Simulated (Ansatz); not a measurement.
**Run report: CoO, geometry relaxation**

- system: CoO (I4/mmm, 2 atoms in the cell)
- method: DFT PBE+U, scalar-relativistic, plane waves, PAW, Ueff = 3.32 eV on Co d, spin-polarised (Ansatz 0.2.0)

The structure derives from an entry of the Crystallography Open Database. Figures and captions count atoms from 1; the log counts them from 0 in places.

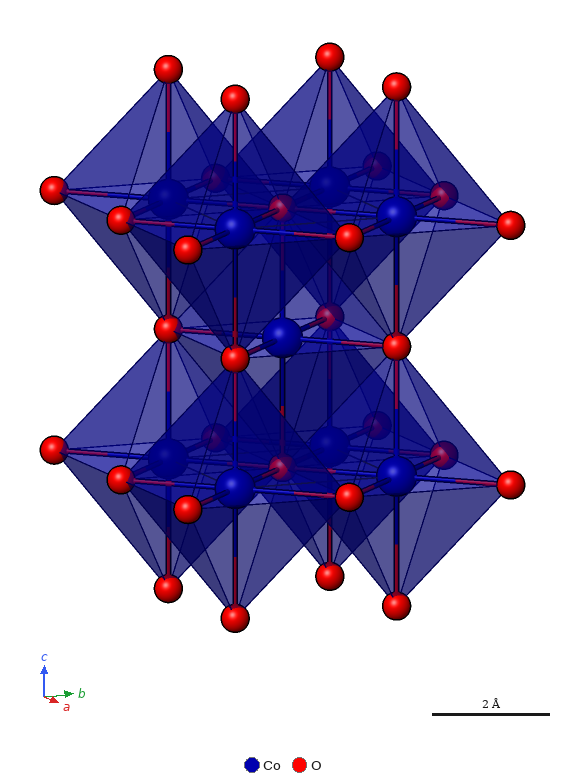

The input geometry (polyhedral view of the cell 2 times as large as that of the calculation, set on its symmetry axes, seen slightly off an axis; polyhedra are completed across the faces of the cell). An atom can appear more than once, as a periodic image.

## Input
```yaml
crystal:
  lattice:
    - [-1.4988479161, 1.4988479161, 2.2653714387]
    - [1.4988479161, -1.4988479161, 2.2653714387]
    - [1.4988479161, 1.4988479161, -2.2653714387]
  atoms:
    - { symbol: Co, position: [0.0, 0.0, 0.0], spin: 2.84 }
    - { symbol: O, position: [0.5, 0.5, 0.0], spin: 0.26 }
basis:
  ecutwfc: 420
kpoints:
  mp_grid: { grid: [16, 16, 16] }
hamiltonian:
  xc: pbe
  hubbard: { sites: [{ species: Co, l: d, u_eff: 3.32 }] }
scf:
  occupations: { method: gaussian, width: 0.01 }
output:
  forces: true
  stress: true
  eigenvalues: true
  populations: true
magnetization:
  spin_polarized: true
relax:
  adjacent_minimum: "off"
  f_tol: 0.005
  max_steps: 80
  cell: { stress_tol: 0.05 }
```

Command:
```bash
ansatz run input.yaml --threads 2 --pin off --max-ram 6144MiB --backend cpu --events-out ev --progress --plain --runs-dir out
```

## Output
```
Co: projections on atomic orbitals take those of the free atom [Ne] 3s2 3p6 3d7 4s2, of charge +0.00 (hamiltonian.pseudopotentials.projection_atoms); the dataset's partial waves leave at most 1.4e-6 of an orbital's norm unspanned inside its sphere
O: projections on atomic orbitals take those of the free atom [He] 2s2 2p4, of charge +0.00 (hamiltonian.pseudopotentials.projection_atoms); the dataset's partial waves leave at most 1.9e-8 of an orbital's norm unspanned inside its sphere
Engine: ansatz 0.2.0, x86_64-unknown-linux-gnu
Pseudopotentials: kind: paw
Pseudopotential: Co, paw, valence charge 17, recommended cutoff 420 eV (normal), Co.paw.azcp
Pseudopotential: O, paw, valence charge 6, recommended cutoff 420 eV (normal), O.paw.azcp
Functional definition: PBE
  parameter kappa = 0.804
  parameter beta = 0.06672455060314922
  exchange = pbe_x(kappa = kappa, mu = beta*pi^2/3)
  correlation = pbe_c(beta = beta)
Crystal: 2 atoms, lattice volume = 20.357 Å³
Basis set: ecut = 420 eV, 379 PW (Γ), exchange–correlation on 48×48×48 points (8 copies of the dense FFT grid, shifted against one another)
Bands: 18, of which v1, the nominal top of the filled ones, is band 12 counted from 1 (11 counted from 0)
Symmetry: 16 space group operations
Space group: I4/mmm (ITA 139), of the structure as read, at distance tolerance 2.7e-5 Å
Magnetic group: BNS 139.531 (UNI 1191), of the structure as read, at distance tolerance 2.7e-5 Å
k-points: 349 of 4096
Non-local potential: Co, projectors of the file, l = 0: 3, l = 1: 2, l = 2: 3, l = 3: 1
Non-local potential: O, projectors of the file, l = 0: 2, l = 1: 2, l = 2: 1
PAW form: soft (Blöchl's): semilocal exchange-correlation on the pseudo side does not see the compensation charge
PAW one-centre angular grid: Co, 590 points (default); XC on 64 Gauss nodes
PAW one-centre angular grid: O, 110 points (default); XC on 64 Gauss nodes
Initial density: superposition of atomic densities (chi_scale 0.1, normalization cell, long waves kept (reshape's long-wave potential 0.00 eV rms))
Starting moments: Σ|m| = 3.1 μB on 2 of 2 sites
Initial wavefunctions: pseudopotential atomic-orbital guess
Functional: x = pbe(κ = 0.804, μ = 0.2195149727645171), c = pbe(β = 0.06672455060314922)
SCF iter   1: F=—  HF=-5692.297620 eV  |F-HF|=—  |Δ(HF+E_count)|=         —  Δρ=3.59e-1 (↑1.19e-1 ↓3.59e-1)  dr2=3.40e1  dr2_m=3.85e0  M=1.563 μB ∫|m|=1.563 μB  β_m=0.30  ethr=3.10e-3  ⟨swp⟩=5.0  Hψ=54913  notcnv=0
preconditioner: auto → Kerker (q_TF=auto, 2.784 Å⁻¹)  [metal: Δε(μ)=0.001 eV  Ē_g=15.923 eV  σ=0.010 eV  W_gap=0.03  n_scr=10 (ndim 8)  ℏωp=31.9 eV  f_vac=0.000  D(μ)=6.57/eV (n_scr^D=152)]
spin=Collinear: Kerker preconditioning applied to the charge; magnetization (m = ρ↑ − ρ↓) channel mixes plain (no charge-response kernel on spin).
SCF iter   2: F=—  HF=-5690.329515 eV  |F-HF|=—  |Δ(HF+E_count)|=    1.97e0  Δρ=1.32e-1 (↑5.70e-2 ↓1.32e-1)  dr2=2.40e0  dr2_m=8.10e-1  M=3.000 μB ∫|m|=3.008 μB  β_m=0.30  ethr=3.10e-3  ⟨swp⟩=3.0  Hψ=33129  notcnv=0  defer=999
SCF iter   3: F=—  HF=-5690.189490 eV  |F-HF|=—  |Δ(HF+E_count)|=   1.40e-1  Δρ=7.69e-2 (↑3.91e-2 ↓7.69e-2)  dr2=5.47e-1  dr2_m=4.02e-1  M=3.000 μB ∫|m|=3.006 μB  β_m=1.00  ethr=3.10e-3  ⟨swp⟩=2.1  Hψ=24714  notcnv=0  defer=927
SCF iter   4: F=—  HF=-5690.478343 eV  |F-HF|=—  |Δ(HF+E_count)|=   2.89e-1  Δρ=5.51e-2 (↑2.17e-2 ↓5.51e-2)  dr2=6.68e-1  dr2_m=9.12e-2  M=2.804 μB ∫|m|=2.813 μB  β_m=0.30  ethr=2.38e-3  ⟨swp⟩=2.3  Hψ=28433  notcnv=0  defer=958
SCF iter   5: F=—  HF=-5690.590682 eV  |F-HF|=—  |Δ(HF+E_count)|=   1.12e-1  Δρ=3.34e-2 (↑6.57e-3 ↓3.34e-2)  dr2=9.33e-2  dr2_m=5.16e-2  M=2.988 μB ∫|m|=2.997 μB  β_m=1.00  ethr=2.38e-3  ⟨swp⟩=2.2  Hψ=21458  notcnv=0  defer=1005
SCF iter   6: F=—  HF=-5690.842538 eV  |F-HF|=—  |Δ(HF+E_count)|=   2.52e-1  Δρ=2.78e-2 (↑1.93e-2 ↓2.78e-2)  dr2=3.20e-1  dr2_m=8.77e-3  M=3.000 μB ∫|m|=3.011 μB  β_m=0.30  ethr=4.05e-4  ⟨swp⟩=2.7  Hψ=25079  notcnv=0  defer=1015
SCF iter   7: F=—  HF=-5690.958038 eV  |F-HF|=—  |Δ(HF+E_count)|=   1.15e-1  Δρ=2.13e-2 (↑5.99e-3 ↓2.13e-2)  dr2=5.03e-2  dr2_m=1.79e-2  M=2.954 μB ∫|m|=2.961 μB  β_m=0.30  ethr=4.05e-4  ⟨swp⟩=2.3  Hψ=22777  notcnv=0  defer=1072
SCF iter   8: F=—  HF=-5691.098578 eV  |F-HF|=—  |Δ(HF+E_count)|=   1.41e-1  Δρ=2.03e-2 (↑4.72e-3 ↓2.03e-2)  dr2=5.01e-2  dr2_m=1.49e-2  M=2.951 μB ∫|m|=2.956 μB  β_m=0.30  ethr=2.19e-4  ⟨swp⟩=1.9  Hψ=15728  notcnv=0  defer=1072
SCF iter   9: F=—  HF=-5691.183299 eV  |F-HF|=—  |Δ(HF+E_count)|=   8.47e-2  Δρ=1.84e-2 (↑4.89e-3 ↓1.84e-2)  dr2=4.62e-2  dr2_m=9.51e-3  M=2.975 μB ∫|m|=2.979 μB  β_m=0.30  ethr=2.18e-4  ⟨swp⟩=2.0  Hψ=16541  notcnv=0  defer=1081
SCF iter  10: F=—  HF=-5691.228135 eV  |F-HF|=—  |Δ(HF+E_count)|=   4.48e-2  Δρ=1.36e-2 (↑1.36e-2 ↓4.42e-3)  dr2=2.11e-2  dr2_m=7.39e-3  M=2.969 μB ∫|m|=2.971 μB  β_m=0.30  ethr=2.01e-4  ⟨swp⟩=3.0  Hψ=23262  notcnv=0  defer=1098
Mixer restart at iter 10: flushing history
spin-set hold released at iteration 10 (site moments contracting): the magnetisation degrees of freedom join the quasi-Newton model from the next iteration; the mixer history was flushed
SCF iter  11: F=—  HF=-5691.245154 eV  |F-HF|=—  |Δ(HF+E_count)|=   1.70e-2  Δρ=9.51e-3 (↑9.51e-3 ↓2.55e-3)  dr2=3.76e-3  dr2_m=5.34e-3  M=2.986 μB ∫|m|=2.988 μB  β_m=0.64  ethr=9.16e-5  ⟨swp⟩=2.0  Hψ=19854  notcnv=0  defer=1120
SCF iter  12: F=—  HF=-5691.273136 eV  |F-HF|=—  |Δ(HF+E_count)|=   2.80e-2  Δρ=3.05e-3 (↑3.05e-3 ↓1.81e-3)  dr2=2.28e-3  dr2_m=1.88e-4  M=3.000 μB ∫|m|=3.001 μB  β_m=0.64  ethr=1.64e-5  ⟨swp⟩=2.5  Hψ=23455  notcnv=0  defer=1126
Mixer restart at iter 12: flushing history
SCF iter  13: F=—  HF=-5689.685429 eV  |F-HF|=—  |Δ(HF+E_count)|=         —  Δρ=1.83e-3 (↑9.05e-4 ↓1.83e-3)  dr2=1.52e-4  dr2_m=3.00e-4  M=3.000 μB ∫|m|=3.000 μB  β_m=1.00  ethr=9.92e-6  ⟨swp⟩=2.6  Hψ=24003  notcnv=0  defer=1128
Mixer restart at iter 13: flushing history
SCF iter  14: F=—  HF=-5691.273386 eV  |F-HF|=—  |Δ(HF+E_count)|=    1.59e0  Δρ=2.82e-3 (↑3.75e-4 ↓2.82e-3)  dr2=1.25e-3  dr2_m=2.91e-4  M=3.000 μB ∫|m|=3.001 μB  β_m=0.64  ethr=2.17e-4  ⟨swp⟩=1.1  Hψ=15492  notcnv=0  defer=1128
SCF iter  15: F=—  HF=-5691.273272 eV  |F-HF|=—  |Δ(HF+E_count)|=   1.15e-4  Δρ=1.06e-3 (↑1.06e-3 ↓6.06e-4)  dr2=1.92e-4  dr2_m=3.72e-5  M=3.000 μB ∫|m|=3.001 μB  β_m=0.59  ethr=5.45e-6  ⟨swp⟩=2.4  Hψ=24180  notcnv=0  defer=1137
SCF iter  16: F=—  HF=-5691.273204 eV  |F-HF|=—  |Δ(HF+E_count)|=   6.75e-5  Δρ=5.02e-4 (↑1.01e-4 ↓5.02e-4)  dr2=3.42e-5  dr2_m=1.50e-5  M=3.000 μB ∫|m|=3.001 μB  β_m=0.68  ethr=8.34e-7  ⟨swp⟩=2.0  Hψ=22095  notcnv=0  defer=1137
SCF iter  17: F=—  HF=-5691.273203 eV  |F-HF|=—  |Δ(HF+E_count)|=   1.69e-6  Δρ=9.59e-5 (↑7.62e-5 ↓9.59e-5)  dr2=1.30e-6  dr2_m=1.00e-6  M=3.000 μB ∫|m|=3.001 μB  β_m=0.84  ethr=1.49e-7  ⟨swp⟩=1.8  Hψ=14320  notcnv=0  defer=1137
SCF iter  18: F=—  HF=-5691.273204 eV  |F-HF|=—  |Δ(HF+E_count)|=         —  Δρ=2.08e-5 (↑1.77e-5 ↓2.08e-5)  dr2=9.56e-8  dr2_m=3.74e-8  M=3.000 μB ∫|m|=3.001 μB  β_m=1.00  ethr=5.66e-9  ⟨swp⟩=2.0  Hψ=15777  notcnv=0  defer=1137
Mixer restart at iter 18: flushing history
SCF iter  19: F=—  HF=-5689.923692 eV  |F-HF|=—  |Δ(HF+E_count)|=         —  Δρ=4.81e-2 (↑5.34e-6 ↓4.81e-2)  dr2=1.57e-1  dr2_m=1.08e-1  M=3.000 μB ∫|m|=3.007 μB  ethr=2.17e-4  ⟨swp⟩=1.5  Hψ=13534  notcnv=0  defer=1128
Mixer restart at iter 19: flushing history
SCF iter  20: F=—  HF=-5691.273204 eV  |F-HF|=—  |Δ(HF+E_count)|=         —  Δρ=2.24e-5 (↑1.99e-5 ↓2.24e-5)  dr2=1.69e-7  dr2_m=2.89e-8  M=3.000 μB ∫|m|=3.001 μB  β_m=0.84  ethr=4.15e-10  ⟨swp⟩=5.4  Hψ=52984  notcnv=0  defer=962
SCF iter  21: F=—  HF=-5691.273204 eV  |F-HF|=—  |Δ(HF+E_count)|=   3.97e-8  Δρ=1.31e-5 (↑9.42e-6 ↓1.31e-5)  dr2=6.19e-8  dr2_m=4.25e-9  M=3.000 μB ∫|m|=3.001 μB  β_m=0.81  ethr=4.15e-10  ⟨swp⟩=2.0  Hψ=22988  notcnv=0  defer=961
SCF iter  22: F=-5691.273204 eV  HF=-5691.273204 eV  |F-HF|=6.00e-9  |Δ(HF+E_count)|=   3.71e-9  Δρ=6.67e-6 (↑5.81e-6 ↓6.67e-6)  dr2=1.66e-8  dr2_m=8.73e-10  M=3.000 μB ∫|m|=3.001 μB  ethr=2.69e-10  ⟨swp⟩=5.1  Hψ=47331  notcnv=0
SCF 1 converged in 22 iterations: F = -5691.273204 eV  dr2 = 1.66e-8
  greatest PAW one-centre occupation: 1.004 electrons in one spin orbital (limit 2), on the Co atom at site 0 (counted from 0), in its partial waves of l = 1
relax step   1: F+E_penalty+E_count = -5691.27320370 eV  Δ(F+E_penalty+E_count) = +0.000e0 eV  max|allowed force component| = 1.933e-29 eV/Å  Δτ_max = 0.0000 Å  P = +0.008 GPa  Ω = 20.357 Å³  (22 SCF iters, dr2 threshold 1.00e-7 eV, accepted)
Initial density: handed on by an earlier stage of this run
Starting moments: Σ|m| = 3.1 μB on 2 of 2 sites; this step starts from the density that it was given
Initial wavefunctions: pseudopotential atomic-orbital guess (no wavefunctions were taken with the density)
iter 1 solved again at ethr=1.05e-8 eV; its pass at ethr=3.10e-3 eV (dr2=2.42e-6 eV) is discarded
SCF iter   1: F=—  HF=-5691.273204 eV  |F-HF|=—  |Δ(HF+E_count)|=         —  Δρ=6.91e-6 (↑5.81e-6 ↓6.91e-6)  dr2=1.74e-8  dr2_m=9.16e-10  M=3.000 μB ∫|m|=3.001 μB  β_m=0.30  ethr=1.05e-8  ⟨swp⟩=3.7  Hψ=94809  notcnv=0
preconditioner: auto → none  [insulator: Δε(μ)=0.139 eV  Ē_g=15.935 eV  σ=0.010 eV  W_gap=1.00  n_scr=10 (ndim 8)  ℏωp=31.9 eV  f_vac=0.000  D(μ)=0.00/eV (n_scr^D=0)  ε∞_Penn≈5.0]
SCF iter   2: F=—  HF=-5691.273204 eV  |F-HF|=—  |Δ(HF+E_count)|=   1.10e-8  Δρ=2.76e-6 (↑2.76e-6 ↓2.67e-6)  dr2=3.97e-9  dr2_m=3.44e-10  M=3.000 μB ∫|m|=3.001 μB  β_m=0.31  ethr=7.55e-11  ⟨swp⟩=2.1  Hψ=17230  notcnv=0
SCF iter   3: F=—  HF=-5691.273204 eV  |F-HF|=—  |Δ(HF+E_count)|=   1.25e-9  Δρ=2.10e-6 (↑2.10e-6 ↓2.08e-6)  dr2=1.60e-9  dr2_m=2.40e-10  M=3.000 μB ∫|m|=3.001 μB  β_m=0.46  ethr=1.73e-11  ⟨swp⟩=1.1  Hψ=13027  notcnv=0
SCF iter   4: F=—  HF=-5691.273204 eV  |F-HF|=—  |Δ(HF+E_count)|=   1.79e-9  Δρ=5.69e-7 (↑4.33e-7 ↓5.69e-7)  dr2=6.16e-11  dr2_m=3.03e-11  M=3.000 μB ∫|m|=3.001 μB  β_m=0.73  ethr=6.94e-12  ⟨swp⟩=2.0  Hψ=17357  notcnv=0
SCF iter   5: F=-5691.273204 eV  HF=-5691.273204 eV  |F-HF|=3.64e-12  |Δ(HF+E_count)|=  3.09e-11  Δρ=1.89e-7 (↑8.76e-8 ↓1.89e-7)  dr2=6.13e-12  dr2_m=1.07e-12  M=3.000 μB ∫|m|=3.001 μB  ethr=1.00e-12  ⟨swp⟩=5.0  Hψ=44547  notcnv=0
SCF 2 converged in 5 iterations: F = -5691.273204 eV  dr2 = 6.13e-12
relax step   2: F+E_penalty+E_count = -5691.27320371 eV  Δ(F+E_penalty+E_count) = -9.198e-9 eV  max|allowed force component| = 5.522e-30 eV/Å  Δτ_max = 0.0000 Å  P = +0.007 GPa  Ω = 20.357 Å³  stress off target by 7.69e-3 GPa  SCF on the basis re-selected at this cell (its energy is not comparable with the rows above)  (5 SCF iters)
basis re-selected at this cell: Δ(F+E_penalty+E_count) = -9.198e-9 eV, ΔP = -0.000 GPa vs the last step (what re-selecting the basis moved, of the pressure what is left beyond the Pulay correction that the steps carried, after the strain that the cell walked since its last selection, with what the two solves' SCF thresholds leave and, on support functions, any second-order correction that the steps lacked; it is no measure of the basis error at this ecutwfc). This SCF's stress stands 7.69e-3 GPa from its target on what of the cell is left free (relax.cell.stress_tol is 5.00e-2 GPa) and its largest allowed force component is 5.52e-30 eV/Å (relax.f_tol is 5.00e-3 eV/Å): within both
SCF converged after 5 iterations
Magnetization: 3.0000 μB (13.0000 up, 10.0000 down)
Absolute magnetization: 3.0007 μB (∫|ρ↑−ρ↓|, with the PAW one-centre terms)
Spin contamination: 0.0030 ħ² per cell (⟨S²⟩ above its minimum at these occupations)
Per-site moments (μB) at R_I (Å): [(2.5832405276194503, 0.8743725584893491), (0.23569349160419917, 0.8743725584893491)]
Free energy (F): -5691.273204 eV
Harris-Foulkes:  -5691.273204 eV  (|F-HF|=3.64e-12)
Internal energy: -5691.273204 eV  (E = F + TS)
E sigma→0 (E₀):  -5691.273204 eV
Fermi energy:    12.468192 eV
--- Per-component energies (eV) ---
  E_band       = -337.163279
  E_kinetic    = 615.702128
  E_local      = -3516.146836  (includes V_loc(G=0)·N_el)
  E_nonlocal   = 514.693791
  E_hartree    = 1440.793748
  E_xc         = -228.230752
  E_vxc        = -293.213577  (∫ρ·V_xc dr)
  E_hubbard    = 0.485951  (on-site DFT+U / exact-exchange correction)
  E_vhub       = -11.125745  (the Hubbard potential's part of the band-sum identity)
  E_paw        = -1677.104581  (= ΣΔE_a)
  E_vpaw       = -528.663096  (= ΣTr[D̂ρ^β])
  E_aug_tail   = 0.002455  (compensation charges beyond the density's cutoff)
  E_ewald      = -2841.469109
  E_smearing   = -0.000000  (= −TS)
  E_closure    = 0.000000  (closes the sum)
  Σ components = -5691.273204   (vs F -5691.273204, Δ=0.00e0)
--- Forces (eV/Å), atoms counted from 1 ---
  atom   1  Co    -0.00000000    -0.00000000     0.00000000
  atom   2  O     -0.00000000    -0.00000000     0.00000000
  max |Σ_I F_I| component: 1.42e-29 eV/Å
--- Stress (GPa, compression-positive) ---
        0.007691       0.000000      -0.000000
        0.000000       0.007691      -0.000000
        0.000000       0.000000       0.006460
  P = ⅓ Tr σ = 0.0073 GPa (0.073 kbar)
--- Band table (eV; the first three rows and the last of 698) ---
  k-point 0 ↑: bands = ["-84.2166", "-48.0318", "-48.0318", "-46.3287", "-6.6875", "6.8008", "7.4372", "8.0623", "8.6919", "8.6919", "10.0694", "10.0694", "10.4809", "13.6362", "29.4453", "29.9021", "30.7924", "30.7924"]
  k-point 1 ↑: bands = ["-84.2164", "-48.0329", "-48.0324", "-46.3291", "-6.6320", "6.7956", "7.2148", "8.0295", "8.6371", "8.6580", "10.0310", "10.0746", "10.5450", "14.0914", "28.4304", "29.5132", "29.8128", "32.0964"]
  k-point 2 ↑: bands = ["-84.2160", "-48.0360", "-48.0342", "-46.3301", "-6.4776", "6.6466", "6.7927", "8.0246", "8.5215", "8.5621", "9.9893", "10.0701", "10.6775", "15.1668", "27.2099", "28.7007", "28.8132", "29.8642"]
  k-point 348 ↓: bands = ["-80.9443", "-44.4825", "-44.4825", "-43.9070", "-5.0965", "6.9615", "9.5199", "9.5199", "11.1496", "11.1496", "12.5371", "13.9524", "15.6981", "19.3022", "22.4083", "25.6024", "29.1518", "29.1518"]
Occupation matrices written to [file]
--- Relaxed structure (1 steps of the walk, 1 accepted, 1 SCFs on fresh bases) ---
  F+E_penalty+E_count = -5691.27320371 eV   max|allowed force component| = 5.522e-30 eV/Å   (the final SCF, on the basis selected at the relaxed cell)
  cell:  # Å, volume = 20.3570 Å³
    - [-1.4988479161, 1.4988479161, 2.2653714387]
    - [1.4988479161, -1.4988479161, 2.2653714387]
    - [1.4988479161, 1.4988479161, -2.2653714387]
  atoms:
    - { symbol: Co, position: [0.0, 0.0, 0.0] }
    - { symbol: O, position: [0.49999999999999994, 0.49999999999999994, 0.0] }
--- Löwdin populations: 2 sites ---
  site symbol       q [e]    m [muB]
     0     Co     15.8100     2.6949
     1      O      7.0631     0.2995
  spilling = 0.005517 (of n_electrons = 23.000000)
```

## Trajectory as extended XYZ (Å, eV, eV/Å), 2 frames, from step=1 to step=2
```
2
Lattice="-1.4988 1.4988 2.2654 1.4988 -1.4988 2.2654 1.4988 1.4988 -2.2654" Properties=species:S:1:pos:R:3:forces:R:3 step=1 energy=-5691.27320 pressure_GPa=0.01
Co    0.0000    0.0000    0.0000    0.0000   0.0000   0.0000
O     0.0000    0.0000    2.2654    0.0000   0.0000   0.0000
2
Lattice="-1.4988 1.4988 2.2654 1.4988 -1.4988 2.2654 1.4988 1.4988 -2.2654" Properties=species:S:1:pos:R:3:forces:R:3 step=2 energy=-5691.27320 pressure_GPa=0.01
Co    0.0000    0.0000    0.0000    0.0000   0.0000   0.0000
O     0.0000    0.0000    2.2654    0.0000   0.0000   0.0000
```

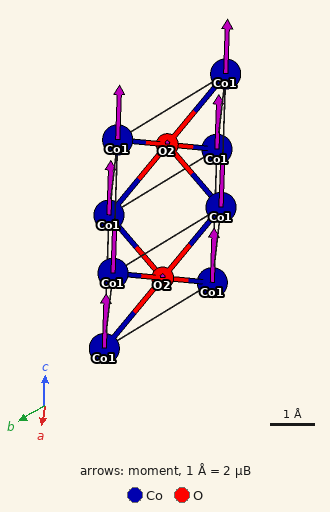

Magnetic moments of the sites as pink arrows (ball-and-stick view of the cell of the calculation, seen at an oblique angle; atoms are numbered from 1 in the order of the input); small moments hardly show. The run is collinear, so the axis drawn is arbitrary. Site moments: Co1 (2.58 μB); O2 (0.24 μB). They are counted near the atoms and needn't add up to the moment of the cell.

## Key numbers

- outcome: converged
- space group (tolerance 0.01 Å): I4/mmm (139)
- electrons treated: 23
- free energy: −5691.2732 eV
- Fermi energy: 12.468 eV
- gap on the k-point mesh: 0.14 eV
- net moment of the cell: 3.00 μB
- integrated absolute moment: 3.00 μB
- pressure: 0.01 GPa
- final volume: 20.36 Å³
- largest force (length of the vector) at the end: under 0.001 eV/Å
- final cell: a = 3.102 Å, b = 3.102 Å, c = 3.102 Å, α = 122.22°, β = 122.22°, γ = 86.19°
- hardware: 2 threads of Intel Xeon @ 2.50GHz (Skylake/Cascade Lake), 16 GiB of memory available, shared host
- wall time: 46 s (CPU time 88 s)
- peak memory: 0.69 GiB

The electronic state found may not be the lowest one.
